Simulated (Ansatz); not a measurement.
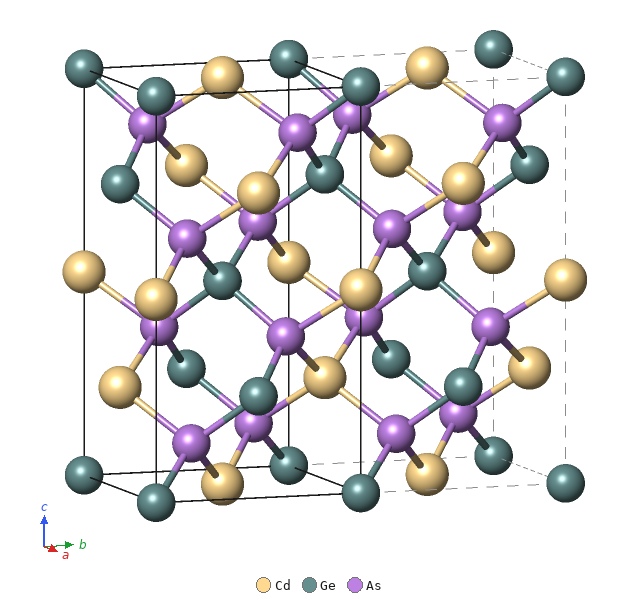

Shown here is a ball-and-stick view of the crystal, taken slightly off an axis. The solid frame is a single conventional unit cell within a 1×2×1 block. Cell: a = 5.980 Å, b = 5.980 Å, c = 11.300 Å, α = 90.00°, β = 90.00°, γ = 90.00°.

What is this?

Chemical formula CdGeAs₂. Its lattice is body-centred tetragonal, its space group I-42d (No. 122). Structure type: chalcopyrite. One cell contains 4 Cd, 4 Ge, 8 As, 16 atoms in all. About every Cd there are four As in a distorted tetrahedral arrangement at about 2.6 Å. About every Ge there are four As in a tetrahedral arrangement at about 2.4 Å. Each As atom has two Cd and two Ge in a distorted tetrahedral arrangement (about 2.6 Å to Cd, 2.4 Å to Ge) around it. The bonds build a three-dimensional framework.

It derives from a structure listed in the Materials Project. Earlier steps of the study may have refined or changed the cell and positions. A calculation with Ansatz used it as input.
